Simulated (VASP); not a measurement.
**Geometry relaxation, with input and output: ZnO (part 2 of 2)**

ZnO (P6₃mc, 4 atoms in the cell); Kohn-Sham DFT of a periodic cell, PBEsol, VASP PAW PBE potentials, recommended, no spin polarisation (VASP 6.6.1); cutoff 600 eV, 9×9×5 k-mesh, Gaussian smearing of 0.03 eV. The structure derives from an entry of the Crystallography Open Database.

Geometry of the input (Å; fractional positions):
```
3.2361  -0.0000  0.0000
-1.6181  2.8026  -0.0000
0.0000  -0.0000  5.2217
Zn 0.3333  0.6667  0.5000
Zn 0.6667  0.3333  1.0000
O  0.6667  0.3333  0.3790
O  0.3333  0.6667  0.8790
```

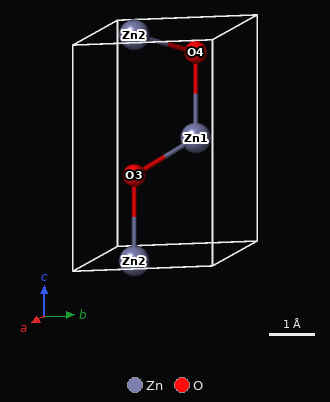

The geometry at step 1 of the log (ball-and-stick view of the cell of the calculation, seen slightly off an axis; atoms are numbered from 1 in the order of the input).

### Parts of OUTCAR, continued
```
------------------------ aborting loop because EDIFF is reached ----------------------------------------

  FORCE on cell =-STRESS in cart. coord.  units (eV):
  Direction    XX          YY          ZZ          XY          YZ          ZX
  --------------------------------------------------------------------------------------
  -------------------------------------------------------------------------------------
  Total        0.0159852      0.0159852      0.0340924      0.0000000      0.0000000      0.0000000
  in kB        0.5407922      0.5407922      1.1533726      0.0000000      0.0000000      0.0000000
  external PRESSURE =       0.7449856 kB  Pullay stress =       0.0000000 kB

 VOLUME and BASIS-vectors are now :
 -----------------------------------------------------------------------------
  energy-cutoff  :      600.00
  volume of cell :       47.36
      direct lattice vectors                 reciprocal lattice vectors
     3.236138053  0.000000000  0.000000000     0.309010303  0.178407182  0.000000000
    -1.618069026  2.802577761  0.000000000     0.000000000  0.356814363  0.000000000
     0.000000000  0.000000000  5.221717335     0.000000000  0.000000000  0.191507877

 POSITION                                       TOTAL-FORCE (eV/Angst)
 -----------------------------------------------------------------------------------
     -0.00000      1.86839      2.61075         0.000000      0.000000      0.000464
      1.61807      0.93419      5.22161        -0.000000      0.000000      0.000464
      1.61807      0.93419      1.97919        -0.000000      0.000000     -0.000464
     -0.00000      1.86839      4.59005         0.000000      0.000000     -0.000464
 -----------------------------------------------------------------------------------
    total drift:                                0.000004     -0.000002     -0.000392

  FREE ENERGIE OF THE ION-ELECTRON SYSTEM (eV)
  ---------------------------------------------------
  free  energy   TOTEN  =       -19.4151597302 eV

  energy  without entropy=      -19.4151597302  energy(sigma->0) =      -19.41515973

--------------------------------------- Ionic step        2  -------------------------------------------

 number of electron      36.0000009 magnetization

 Free energy of the ion-electron system (eV)
  ---------------------------------------------------
  ext. energy  EPLUGINS =         0.00000000
  ---------------------------------------------------
  free energy    TOTEN  =       -19.41516129 eV

  energy without entropy =      -19.41516129  energy(sigma->0) =      -19.41516129

 E-fermi :   1.2966     XC(G=0): -11.2086     alpha+bet : -7.9370

 val. band max:        1.0906848495   @ k =   0.0000   0.0000   0.0000
 cond. band min:       1.7731183148   @ k =   0.0000   0.0000   0.0000
 fundamental gap:      0.6824334653
 Fermi energy:         1.2965938462

 k-point     1 :       0.0000    0.0000    0.0000
  band No.  band energies     occupation
      1     -16.9899      2.00000
      2     -16.2437      2.00000
      3      -4.6701      2.00000
      4      -4.6478      2.00000
      5      -4.6478      2.00000
      6      -4.6038      2.00000
      7      -4.4536      2.00000
      8      -4.4536      2.00000
      9      -3.4330      2.00000
     10      -3.4330      2.00000
     11      -3.2165      2.00000
     12      -3.2165      2.00000
     13      -2.9419      2.00000
     14       0.2851      2.00000
     15       0.2851      2.00000
     16       0.9985      2.00000
     17       1.0907      2.00000
     18       1.0907      2.00000
     19       1.7731      0.00000
     20       6.2237      0.00000
     21       9.1731      0.00000
     22      13.8929      0.00000

 k-point     2 :       0.1111   -0.0000    0.0000
  band No.  band energies     occupation
      1     -16.9200      2.00000
      2     -16.2125      2.00000
      3      -4.7344      2.00000
      4      -4.6084      2.00000
      5      -4.5687      2.00000
      6      -4.5609      2.00000
      7      -4.4541      2.00000
      8      -4.3976      2.00000
      9      -3.4629      2.00000
     10      -3.4366      2.00000
     11      -3.2103      2.00000
     12      -3.1682      2.00000
     13      -2.9567      2.00000
     14      -0.1679      2.00000
     15       0.1187      2.00000
     16       0.3734      2.00000
     17       0.9158      2.00000
     18       1.0013      2.00000
     19       2.6564      0.00000
     20       6.7366      0.00000
     21       9.1631      0.00000
     22      12.6880      0.00000

 k-point     3 :       0.2222    0.0000    0.0000
  band No.  band energies     occupation
      1     -16.7333      2.00000
      2     -16.1379      2.00000
      3      -4.8968      2.00000
      4      -4.5607      2.00000
      5      -4.5163      2.00000
      6      -4.4215      2.00000
      7      -4.2419      2.00000
      8      -4.2238      2.00000
      9      -3.5346      2.00000
     10      -3.4224      2.00000
     11      -3.1977      2.00000
     12      -3.0694      2.00000
     13      -2.9477      2.00000
     14      -1.1750      2.00000
     15      -0.4422      2.00000
     16      -0.3019      2.00000
     17       0.6590      2.00000
     18       0.7630      2.00000
     19       3.9296      0.00000
     20       7.8117      0.00000
     21       9.1133      0.00000
     22      10.9787      0.00000

 k-point     4 :       0.3333    0.0000    0.0000
  band No.  band energies     occupation
      1     -16.4959      2.00000
      2     -16.0680      2.00000
      3      -4.9892      2.00000
      4      -4.6217      2.00000
      5      -4.4328      2.00000
      6      -4.2439      2.00000
      7      -4.0312      2.00000
      8      -3.9381      2.00000
      9      -3.5331      2.00000
     10      -3.3558      2.00000
     11      -3.1829      2.00000
     12      -3.0634      2.00000
     13      -2.7793      2.00000
     14      -2.1090      2.00000
     15      -1.1983      2.00000
     16      -0.7993      2.00000
     17       0.2468      2.00000
     18       0.4719      2.00000
     19       5.2694      0.00000
     20       8.5269      0.00000
     21       8.8921      0.00000
     22       9.8097      0.00000

 k-point     5 :       0.4444    0.0000    0.0000
  band No.  band energies     occupation
      1     -16.3091      2.00000
      2     -16.0481      2.00000
      3      -4.9366      2.00000
      4      -4.7096      2.00000
      5      -4.3940      2.00000
      6      -4.0643      2.00000
      7      -3.9666      2.00000
      8      -3.8677      2.00000
      9      -3.4123      2.00000
     10      -3.2704      2.00000
     11      -3.1687      2.00000
     12      -3.0211      2.00000
     13      -2.7897      2.00000
     14      -2.3966      2.00000
     15      -1.7188      2.00000
     16      -1.1554      2.00000
     17      -0.1562      2.00000
     18       0.2683      2.00000
     19       6.4895      0.00000
     20       8.0758      0.00000
     21       8.5370      0.00000
     22       9.5687      0.00000

 [... the levels of 18 k-points are left out ...]

 k-point    24 :       0.3333    0.3333    0.2000
  band No.  band energies     occupation
      1     -16.1049      2.00000
      2     -16.1049      2.00000
      3      -4.6671      2.00000
      4      -4.4506      2.00000
      5      -4.4506      2.00000
      6      -4.1169      2.00000
      7      -3.7994      2.00000
      8      -3.7994      2.00000
      9      -3.4894      2.00000
     10      -3.3812      2.00000
     11      -3.1439      2.00000
     12      -3.1439      2.00000
     13      -2.5066      2.00000
     14      -2.5066      2.00000
     15      -2.4584      2.00000
     16      -0.8659      2.00000
     17      -0.6218      2.00000
     18      -0.6218      2.00000
     19       8.6685      0.00000
     20       8.7856      0.00000
     21       8.7856      0.00000
     22       9.0862      0.00000

 [... further k-points ...]

------------------------ aborting loop because EDIFF is reached ----------------------------------------

  FORCE on cell =-STRESS in cart. coord.  units (eV):
  Direction    XX          YY          ZZ          XY          YZ          ZX
  --------------------------------------------------------------------------------------
  -------------------------------------------------------------------------------------
  Total       -0.0180472     -0.0180472     -0.0143306      0.0000000      0.0000000      0.0000000
  in kB       -0.6100639     -0.6100639     -0.4844291      0.0000000      0.0000000      0.0000000
  external PRESSURE =      -0.5681856 kB  Pullay stress =       0.0000000 kB

 VOLUME and BASIS-vectors are now :
 -----------------------------------------------------------------------------
  energy-cutoff  :      600.00
  volume of cell :       47.40
      direct lattice vectors                 reciprocal lattice vectors
     3.236761955  0.000000000  0.000000000     0.308950740  0.178372793 -0.000000000
    -1.618380977  2.803118076  0.000000000     0.000000000  0.356745586 -0.000000000
     0.000000000  0.000000000  5.223864383     0.000000000 -0.000000000  0.191429166

 POSITION                                       TOTAL-FORCE (eV/Angst)
 -----------------------------------------------------------------------------------
     -0.00000      1.86875      2.61185         0.000000      0.000000      0.002121
      1.61838      0.93437      5.22378        -0.000000      0.000000      0.002121
      1.61838      0.93437      1.97998        -0.000000     -0.000000     -0.002121
     -0.00000      1.86875      4.59191         0.000000     -0.000000     -0.002121
 -----------------------------------------------------------------------------------
    total drift:                                0.000004     -0.000002     -0.000394

  FREE ENERGIE OF THE ION-ELECTRON SYSTEM (eV)
  ---------------------------------------------------
  free  energy   TOTEN  =       -19.4151612875 eV

  energy  without entropy=      -19.4151612875  energy(sigma->0) =      -19.41516129

 reached required accuracy - stopping structural energy minimisation
```

### CONTCAR
```
ZnO
   1.00000000000000
     3.2367619546499449    0.0000000000000000    0.0000000000000000
    -1.6183809773249724    2.8031180760767813    0.0000000000000000
     0.0000000000000000    0.0000000000000000    5.2238643826022146
  Zn              O
     2     2
Direct
     0.3333333300000021    0.6666666699999979    0.4999835628126670
     0.6666666699999979    0.3333333300000021    0.9999835628126670
     0.6666666699999979    0.3333333300000021    0.3790264371873339
     0.3333333300000021    0.6666666699999979    0.8790264371873340

  0.00000000E+00  0.00000000E+00  0.00000000E+00
  0.00000000E+00  0.00000000E+00  0.00000000E+00
  0.00000000E+00  0.00000000E+00  0.00000000E+00
  0.00000000E+00  0.00000000E+00  0.00000000E+00
```

### Trajectory as extended XYZ (Å, eV, eV/Å), 2 frames, from step=0 to step=1
```
4
Lattice="3.2361 0.0000 0.0000 -1.6181 2.8026 0.0000 0.0000 0.0000 5.2217" Properties=species:S:1:pos:R:3:forces:R:3 step=0 energy=-19.41516
Zn    0.0000    1.8684    2.6107    0.0000   0.0000   0.0005
Zn    1.6181    0.9342    5.2216    0.0000   0.0000   0.0005
O     1.6181    0.9342    1.9792    0.0000   0.0000  -0.0005
O     0.0000    1.8684    4.5900    0.0000   0.0000  -0.0005
4
Lattice="3.2368 0.0000 0.0000 -1.6184 2.8031 0.0000 0.0000 0.0000 5.2239" Properties=species:S:1:pos:R:3:forces:R:3 step=1 energy=-19.41516
Zn    0.0000    1.8687    2.6118    0.0000   0.0000   0.0021
Zn    1.6184    0.9344    5.2238    0.0000   0.0000   0.0021
O     1.6184    0.9344    1.9800    0.0000   0.0000  -0.0021
O     0.0000    1.8687    4.5919    0.0000   0.0000  -0.0021
```

### Summary

| quantity | value |
| --- | --- |
| outcome | converged |
| space group (tolerance 0.01 Å) | P6₃mc (186) |
| electrons treated | 36 |
| free energy | −19.4152 eV |
| Fermi energy | 1.297 eV |
| gap on the k-point mesh | 0.68 eV |
| pressure | −0.06 GPa |
| final volume | 47.40 Å³ |
| largest force (length of the vector) at the end | 0.002 eV/Å |
| final cell | a = 3.237 Å, b = 3.237 Å, c = 5.224 Å, α = 90.00°, β = 90.00°, γ = 120.00° |
| hardware | 4 threads of Intel Xeon (Sapphire Rapids), 192 GiB of memory available, shared host |
| wall time | 31 s (CPU time 2 min) |
| peak memory | 0.19 GiB |
